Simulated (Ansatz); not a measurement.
The structure in question:

```xyz
12
Lattice="5.0563 0.0000 0.0000 0.0000 5.0563 0.0000 0.0000 0.0000 7.0245" Properties=species:S:1:pos:R:3 pbc="T T T"
Si    1.0396    1.0396    0.0000
Si    1.4885    3.5678    5.2684
Si    3.5678    1.4885    1.7561
Si    4.0167    4.0167    3.5123
O     2.9985    3.7476    4.7330
O     2.0578    1.3087    1.2208
O     3.7476    2.9985    2.2915
O     1.2194    4.5859    6.4892
O     1.3087    2.0578    5.8037
O     0.4704    3.8369    4.0476
O     4.5859    1.2194    0.5353
O     3.8369    0.4704    2.9769
```

### What crystal do these data define?

The formula is SiO2. Space group: P4_32_12 (No. 96). Lattice: primitive tetragonal. With Z = 4, the cell contains 4 Si, 8 O. Each Si atom is coordinated by four O in a tetrahedral arrangement at 1.61 Å. About every O there are two Si in a bent arrangement at 1.61 Å. The bonds build a three-dimensional framework.

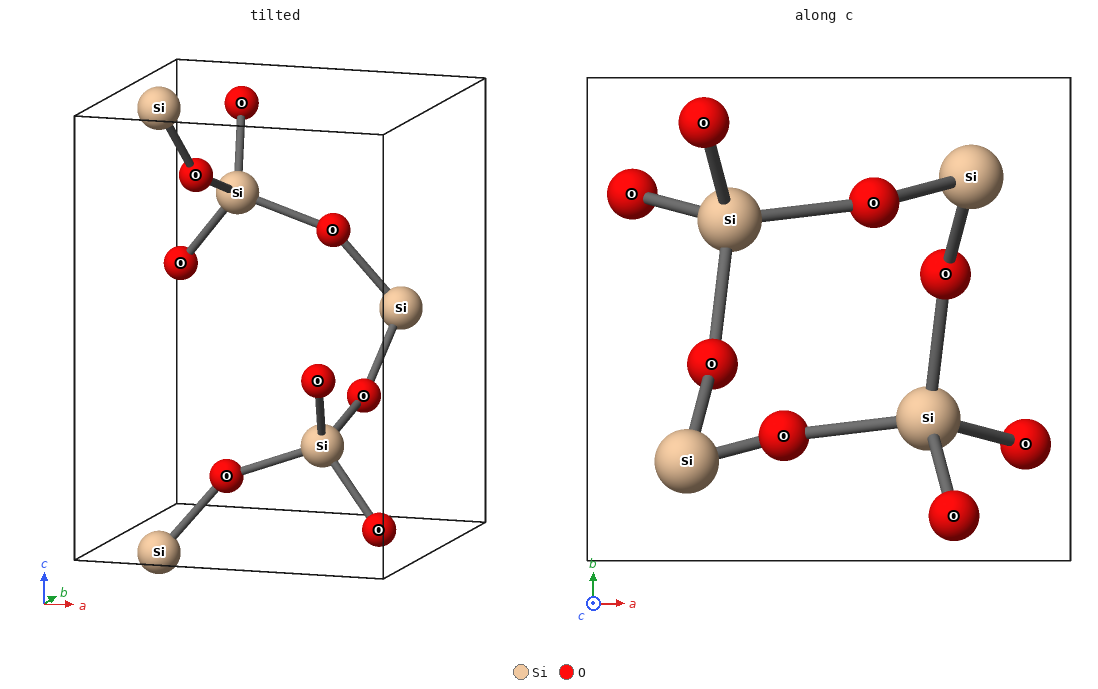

Ball-and-stick representation of a periodic structure, projected slightly off an axis and along the c axis. The outline marks the conventional unit cell.

The cell started as a structure listed in the Materials Project. The cell was then strained or its atoms displaced on purpose. A calculation with Ansatz used it as input.
